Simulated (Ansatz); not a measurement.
# Ti: single-point calculation

System: Ti (6 atoms in the cell).
Method: DFT PBEsol, scalar-relativistic, plane waves, PAW, PAW set soft_1, no spin polarisation (Ansatz 0.2.0).

The structure derives from an entry of the Crystallography Open Database. Figures and captions count atoms from 1; the log counts them from 0 in places.

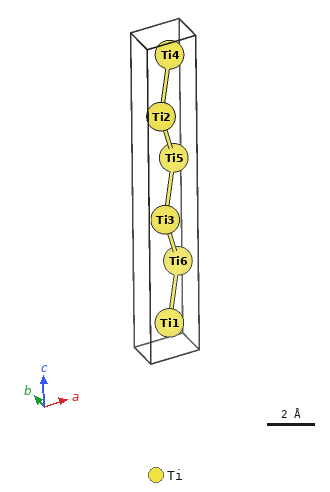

The input geometry (ball-and-stick view of the cell of the calculation, set on other vectors, seen slightly off an axis; atoms are numbered from 1 in the order of the input). An atom can appear more than once, as a periodic image.

**Key numbers**

- outcome: converged
- space group (tolerance 0.01 Å): P-1 (2)
- electrons treated: 72
- free energy: −14843.2227 eV
- Fermi energy: 13.675 eV
- gap on the k-point mesh: none (metallic)
- pressure: −0.24 GPa
- largest force (length of the vector): 0.664 eV/Å
- hardware: 4 threads of Arm Neoverse V2, 24 GiB of memory available, shared host
- wall time: 58 s (CPU time 3.8 min)
- peak memory: 2.2 GiB

**Remarks**

Warnings of the run: the PAW datasets were made with another functional.

**The input**
```yaml
crystal:
  lattice:
    - [-1.4500939102, -2.5116363282, 0.0]
    - [1.4500939102, -2.5116363282, 0.0]
    - [0.1611215456, -0.8372121094, 13.7724327553]
  atoms:
    - { symbol: Ti, position: [0.564812963, 0.4629592593, 0.9166833333] }
    - { symbol: Ti, position: [0.638887037, 0.6111074074, 0.2500166667] }
    - { symbol: Ti, position: [0.60185, 0.5370333333, 0.58335] }
    - { symbol: Ti, position: [0.3240722222, 0.3148111111, 0.08335] }
    - { symbol: Ti, position: [0.2870351852, 0.240737037, 0.4166833333] }
    - { symbol: Ti, position: [0.2499981481, 0.166662963, 0.7500166667] }
basis:
  ecutwfc: 520.0
kpoints:
  mp_grid: { grid: [17, 17, 4] }
hamiltonian:
  xc: pbesol
  pseudopotentials: { kind: paw, azcp: { folder: soft_1 } }
scf:
  occupations: { method: gaussian, width: 0.15 }
output:
  forces: true
  stress: true
  eigenvalues: true
  write_density: true
  write_potential: true
  elf: true
  volumetric_format: npy
```

Command:
```bash
ansatz run input.yaml --threads 4 --pin off --max-ram 8192MiB --backend cpu --events-out ev --progress --plain --runs-dir out
```

**Output**
```
Warning: [file] the record states the generating functional pbe (its physics header spells it `PBE`), which answers neither for hamiltonian.xc's functional nor for the pbesol family's — results may be inconsistent (PPs are generated against a specific XC)
Engine: ansatz 0.2.0, aarch64-unknown-linux-gnu
Pseudopotentials: kind: paw
Pseudopotential: Ti, paw, valence charge 12, recommended cutoff 420 eV (normal), [file]
Functional definition: PBEsol
  exchange = pbesol_x
  correlation = pbesol_c
Crystal: 6 atoms, lattice volume = 100.321 Å³
Basis set: ecut = 520 eV, 2751 PW (Γ), exchange–correlation on 48×48×216 points (8 copies of the dense FFT grid, shifted against one another)
Bands: 44, of which v1, the nominal top of the filled ones, is band 36 counted from 1 (35 counted from 0)
Symmetry: 2 space group operations
Space group: P-1 (ITA 2), of the structure as read, at distance tolerance 4.6e-5 Å
k-points: 579 of 1156
Non-local potential: Ti, projectors of the file, l = 0: 3, l = 1: 2, l = 2: 3, l = 3: 1
PAW form: soft (Blöchl's): semilocal exchange-correlation on the pseudo side does not see the compensation charge
PAW frozen core: Ti, regenerated for the run's functional, and the local potential with it (the file was generated under x = pbe(κ = 0.804, μ = 0.2195149727645171), c = pbe(β = 0.06672455060314922))
PAW one-centre angular grid: Ti, 590 points (default); XC on 64 Gauss nodes
Initial density: superposition of atomic densities (chi_scale 0.1, normalization cell)
Initial wavefunctions: pseudopotential atomic-orbital guess
Functional: x = pbesol(κ = 0.804, μ = 0.12345679012345678), c = pbesol(β = 0.046)
SCF iter   1: F=—  HF=-14844.574417 eV  |F-HF|=—  |Δ(HF+E_count)|=         —  Δρ=6.27e-2  dr2=5.70e0  ethr=3.10e-3  ⟨swp⟩=5.6  Hψ=86933  notcnv=0
preconditioner: auto → Kerker (q_TF=auto, 2.582 Å⁻¹)  [metal: Δε(μ)=0.001 eV  Ē_g=2.753 eV  σ=0.150 eV  W_gap=0.00  n_scr=28 (ndim 8)  ℏωp=18.2 eV  f_vac=0.000  D(μ)=5.90/eV (n_scr^D=68)]
SCF iter   2: F=—  HF=-14843.488759 eV  |F-HF|=—  |Δ(HF+E_count)|=    1.09e0  Δρ=2.83e-2  dr2=1.30e0  ethr=3.10e-3  ⟨swp⟩=2.7  Hψ=46529  notcnv=0  defer=435
SCF iter   3: F=—  HF=-14843.222648 eV  |F-HF|=—  |Δ(HF+E_count)|=   2.66e-1  Δρ=5.26e-3  dr2=2.36e-2  ethr=1.81e-3  ⟨swp⟩=2.3  Hψ=35557  notcnv=0  defer=435
SCF iter   4: F=—  HF=-14843.222843 eV  |F-HF|=—  |Δ(HF+E_count)|=   1.95e-4  Δρ=1.58e-3  dr2=2.12e-3  ethr=3.28e-5  ⟨swp⟩=2.3  Hψ=34965  notcnv=0  defer=397
SCF iter   5: F=—  HF=-14843.222695 eV  |F-HF|=—  |Δ(HF+E_count)|=   1.48e-4  Δρ=2.40e-4  dr2=5.68e-5  ethr=2.94e-6  ⟨swp⟩=2.0  Hψ=30939  notcnv=0  defer=396
SCF iter   6: F=—  HF=-14843.222699 eV  |F-HF|=—  |Δ(HF+E_count)|=   4.31e-6  Δρ=6.72e-5  dr2=8.20e-6  ethr=7.89e-8  ⟨swp⟩=2.1  Hψ=33339  notcnv=0  defer=395
SCF iter   7: F=—  HF=-14843.222698 eV  |F-HF|=—  |Δ(HF+E_count)|=   9.47e-7  Δρ=1.33e-5  dr2=4.72e-7  ethr=1.14e-8  ⟨swp⟩=2.5  Hψ=36276  notcnv=0  defer=395
SCF iter   8: F=-14843.222698 eV  HF=-14843.222698 eV  |F-HF|=2.79e-8  |Δ(HF+E_count)|=   3.33e-8  Δρ=4.61e-6  dr2=3.20e-8  ethr=1.39e-10  ⟨swp⟩=11.0  Hψ=149420  notcnv=0
the search or the solves at the SCF's close seem to have found levels that the self-consistency loop had missed (the run counts 1). By its estimate they hold under 1e-12 electrons; where the run keeps them, the occupations were computed again with them
SCF 1 converged in 8 iterations: F = -14843.222698 eV  dr2 = 3.20e-8
  greatest PAW one-centre occupation: 0.999 electrons in one spin orbital (limit 2), on the Ti atom at site 4 (counted from 0), in its partial waves of l = 0
```

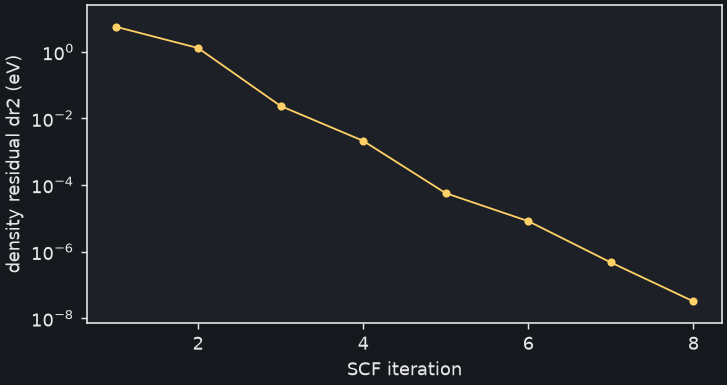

Convergence of the self-consistent field: density residual dr2 against the SCF iteration. The residual falls at every step.

```
SCF converged after 8 iterations
Free energy (F): -14843.222698 eV
Harris-Foulkes:  -14843.222698 eV  (|F-HF|=2.79e-8)
Internal energy: -14843.140681 eV  (E = F + TS)
E sigma→0 (E₀):  -14843.181690 eV
Entropy (-TS):   -0.082017 eV (-13.669 meV/atom)
Fermi energy:    13.675436 eV
--- Per-component energies (eV) ---
  E_band       = -907.182420
  E_kinetic    = 1691.786971
  E_local      = -5132.868586  (includes V_loc(G=0)·N_el)
  E_nonlocal   = 372.561274
  E_hartree    = 2038.435465
  E_xc         = -692.529609
  E_vxc        = -871.294587  (∫ρ·V_xc dr)
  E_paw        = -6105.004553  (= ΣΔE_a)
  E_vpaw       = -1044.228454  (= ΣTr[D̂ρ^β])
  E_aug_tail   = -0.000178  (compensation charges beyond the density's cutoff)
  E_ewald      = -7016.357773
  E_core_change = 0.836307  (= ΣΔE_core)
  E_smearing   = -0.082017  (= −TS)
  E_closure    = -0.000000  (closes the sum)
  Σ components = -14843.222698   (vs F -14843.222698, Δ=0.00e0)
--- Forces (eV/Å), atoms counted from 1 ---
  atom   1  Ti    -0.00741562    -0.34792014    -0.56534096
  atom   2  Ti    -0.00659137     0.04070947    -0.16445262
  atom   3  Ti     0.00190029     0.00907841     0.02450086
  atom   4  Ti     0.00741562     0.34792014     0.56534096
  atom   5  Ti    -0.00190029    -0.00907841    -0.02450086
  atom   6  Ti     0.00659137    -0.04070947     0.16445262
  max |Σ_I F_I| component: 6.94e-18 eV/Å
--- Stress (GPa, compression-positive) ---
       -1.958671       0.044592      -0.043732
        0.044592       0.851479       1.529211
       -0.043732       1.529211       0.394302
  P = ⅓ Tr σ = -0.2376 GPa (-2.376 kbar)
--- Band table (eV; the first three rows and the last of 579) ---
  k-point 0: bands = ["-42.7970", "-42.7511", "-42.7096", "-42.6635", "-42.6079", "-42.4684", "-19.5648", "-19.3793", "-19.3207", "-18.9530", "-18.8712", "-18.8341", "-18.8315", "-18.8034", "-18.7981", "-18.7682", "-18.7609", "-18.7415", "-18.7391", "-18.6507", "-18.6424", "-18.6011", "-18.5826", "-18.4805", "7.5019", "8.4092", "8.4570", "10.3210", "10.3961", "11.0778", "13.6160", "13.8509", "13.8621", "14.2122", "14.3643", "14.3645", "14.3930", "14.4015", "14.5100", "14.5697", "14.5844", "14.6074", "14.6803", "14.7271"]
  k-point 1: bands = ["-42.7965", "-42.7534", "-42.7054", "-42.6666", "-42.6071", "-42.4684", "-19.5507", "-19.4422", "-19.2451", "-19.0171", "-18.8342", "-18.8316", "-18.8299", "-18.8028", "-18.7976", "-18.7685", "-18.7620", "-18.7414", "-18.7383", "-18.6515", "-18.6448", "-18.6008", "-18.5826", "-18.4820", "7.5605", "8.0469", "8.8973", "9.9113", "10.6814", "11.0613", "13.5654", "13.8796", "13.9963", "14.1945", "14.3581", "14.3867", "14.3968", "14.4201", "14.4790", "14.4973", "14.5663", "14.6033", "14.6658", "14.7107"]
  k-point 2: bands = ["-42.7960", "-42.7555", "-42.7009", "-42.6703", "-42.6063", "-42.4684", "-19.5161", "-19.5005", "-19.1687", "-19.0910", "-18.8342", "-18.8318", "-18.8074", "-18.7990", "-18.7970", "-18.7688", "-18.7631", "-18.7412", "-18.7376", "-18.6531", "-18.6469", "-18.6006", "-18.5825", "-18.4837", "7.6898", "7.8068", "9.4013", "9.4090", "10.8127", "11.0349", "13.5337", "13.8993", "14.1691", "14.2370", "14.3423", "14.3790", "14.3820", "14.3948", "14.4106", "14.4658", "14.5185", "14.6070", "14.6147", "14.7678"]
  k-point 578: bands = ["-42.6634", "-42.6445", "-42.6259", "-42.6187", "-42.5258", "-42.3979", "-19.4658", "-19.4391", "-19.3960", "-19.3321", "-19.2659", "-19.2209", "-19.1647", "-19.0643", "-19.0005", "-18.9673", "-18.9501", "-18.9225", "-18.8950", "-18.8707", "-18.8416", "-18.7710", "-18.7002", "-18.5267", "11.0119", "11.0512", "11.2820", "11.3411", "11.5046", "11.7825", "11.9032", "12.4893", "12.6540", "12.7794", "12.9405", "13.1217", "14.1205", "14.4227", "14.4747", "14.6200", "14.8578", "15.0090", "15.0374", "15.2546"]
```

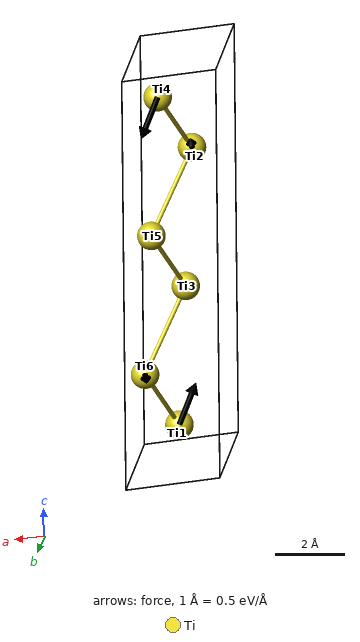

Forces on the atoms as black arrows (ball-and-stick view of the cell of the calculation, set on other vectors, seen at an oblique angle; atoms are numbered from 1 in the order of the input); the smallest are left out. The largest act on Ti1, Ti4 (0.66 eV/Å). The geometry is not a stationary point of this energy.

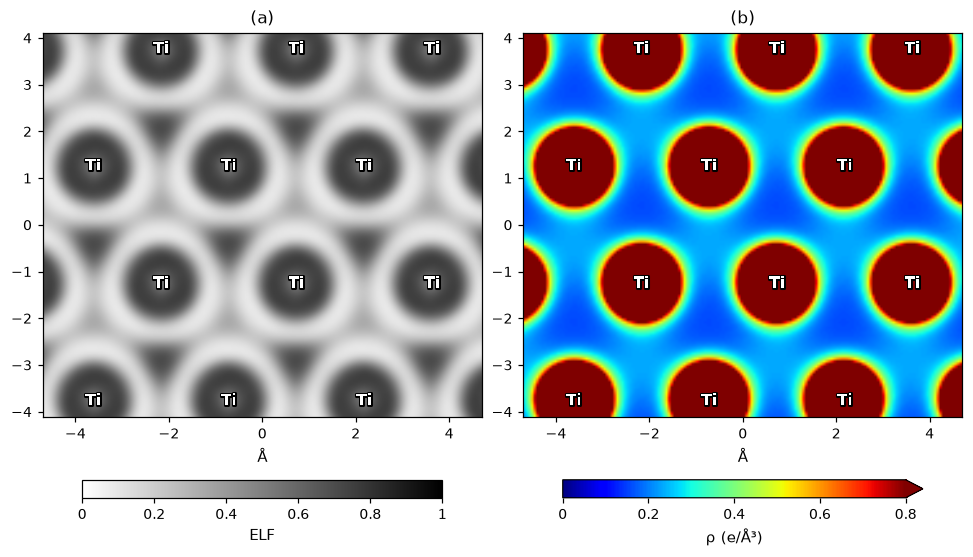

(a) electron localisation function; (b) valence pseudo-density on the (001) plane of the conventional cell. Atoms in the plane: Ti. Away from the nuclei the density in this plane falls to 0.16 e/Å³ at its lowest. The strong features right at Ti lie inside the PAW spheres (semicore, d or f shells) and say nothing about bonding. The fields are those of the smooth PAW valence density.

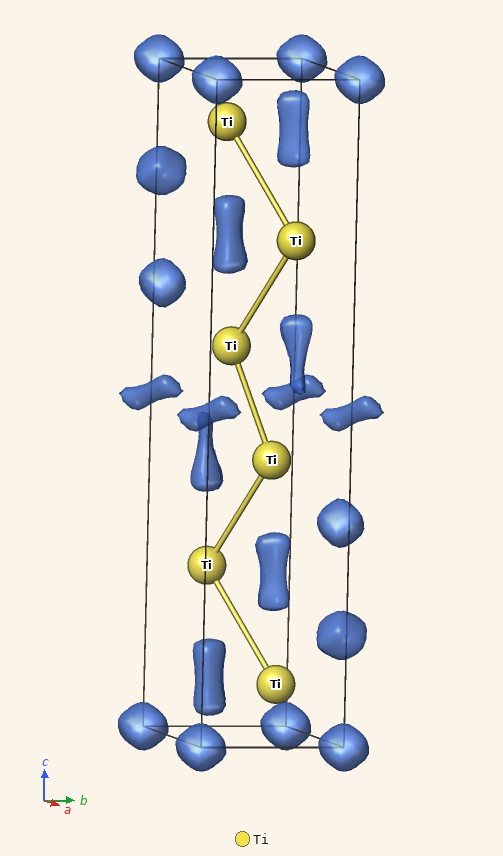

Isosurface of the electron localisation function at 0.6 (blue), seen slightly off an axis. Core shells and regions of very low density are left out. Sticks mark near contacts. The outline is the cell set on symmetry axes. Along the contacts the grid gives the following. Ti–Ti (2.45 Å): the ELF is about 0.10 at the midpoint; no localised pair between them.
